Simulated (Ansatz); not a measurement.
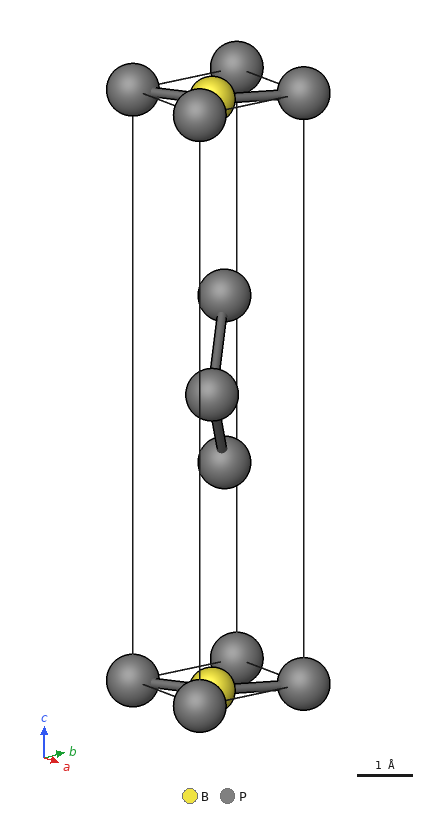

Crystal structure, ball-and-stick style, seen slightly off an axis. Atoms at the boundary of the conventional unit cell (the box) are drawn once for each face, edge or corner they touch. Cell: a = 3.17 Å, b = 3.17 Å, c = 11.03 Å, α = 90.00°, β = 90.00°, γ = 120.00°.

The structure comes from a random cell made by a generator, so it need not be a real form of the compound. Earlier steps of the study, as a rule a relaxation of our own, may have changed the cell and positions, so they can lie some per cent off the listed ones. Ansatz was used for an electronic-structure calculation on it.

**In words:**

The solid is BP4. The atoms follow space group P-6m2 (No. 187); the Bravais lattice is primitive hexagonal. One cell contains 1 B, 4 P, 5 atoms in all. Each B has three P in a trigonal planar arrangement at about 1.8 Å. P takes three kinds of site: 2h with three P in a trigonal pyramidal arrangement at about 2.4 Å; 1a with three B in a trigonal planar arrangement at about 1.8 Å; 1f with six P in a trigonal prismatic arrangement at about 2.4 Å. The bonds build BP and P layers parallel to (001).

Theory: Ansatz 0.2.0, DFT PBE, scalar-relativistic, plane waves, PAW. Numerical settings: 420 eV cutoff, a 12×12×4 sampling of the Brillouin zone, Gaussian smearing of 0.1 eV, no spin polarisation.

**Classify it as metallic or gapped, with the value.**

A metal: bands cross the Fermi level.

**Give the Bader charge of each element.**

B +0.89 e; P -0.88 to +0.02 e.

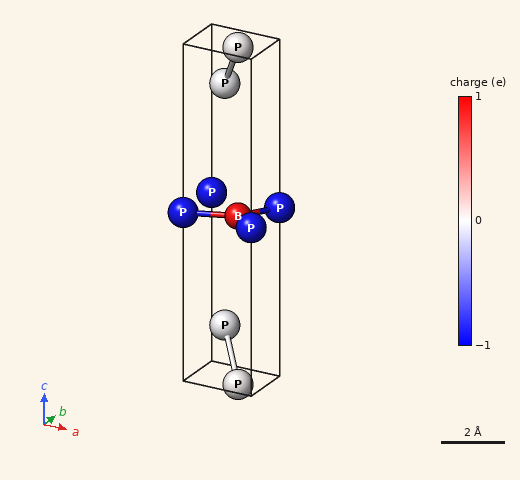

The atoms coloured by those charges. The run's cell of 5 atoms is drawn, so axes and origin can differ from the first picture.

**Is the structure in equilibrium?**

Yes. All forces vanish to within 0.01 eV/Å. The pressure is 0.0 GPa, close to zero.
